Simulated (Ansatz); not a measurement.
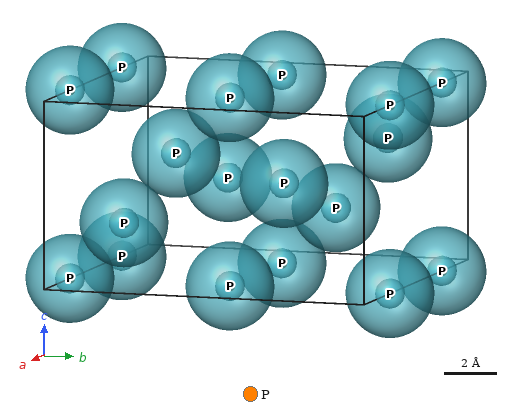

P. Isosurface of the electron localisation function at 0.7 (cyan), seen slightly off an axis. Core shells and regions of very low density are left out.

Space group Cmme; a structure from a database of computed crystals, not necessarily the ambient phase; changed on purpose from its base cell (strain +0.0150 x Voigt [0, 0, 0, 0, 0, 1], atoms carried along); spin-polarised.

Computed with DFT PBEsol, scalar-relativistic, plane waves, PAW in Ansatz 0.2.0.

Core electrons are frozen (PAW), and the valence fields are smoothed inside the atomic spheres.

```cif
data_structure
_symmetry_space_group_name_H-M 'P 1'
_symmetry_Int_Tables_number 1
_cell_length_a 12.9132
_cell_length_b 13.1083
_cell_length_c 7.4000
_cell_angle_alpha 90.000
_cell_angle_beta 90.000
_cell_angle_gamma 90.000
_cell_volume 1252.60
loop_
_atom_site_label
_atom_site_type_symbol
_atom_site_fract_x
_atom_site_fract_y
_atom_site_fract_z
_atom_site_occupancy
P1 P 0.25000 0.00000 0.00000 1
P2 P 0.75000 0.50000 0.00000 1
P3 P 0.75000 0.00000 0.00000 1
P4 P 0.25000 0.50000 0.00000 1
P5 P 0.50000 0.25000 0.62500 1
P6 P 0.00000 0.75000 0.62500 1
P7 P 0.00000 0.25000 0.37500 1
P8 P 0.50000 0.75000 0.37500 1
```

> What do the ELF domains correspond to?

The surface consists of eight regions wrapped around P (the valence shell of each), counted in one cell of 8 atoms. Any copies at cell faces, edges or corners count once. Along the contacts the grid gives the following.
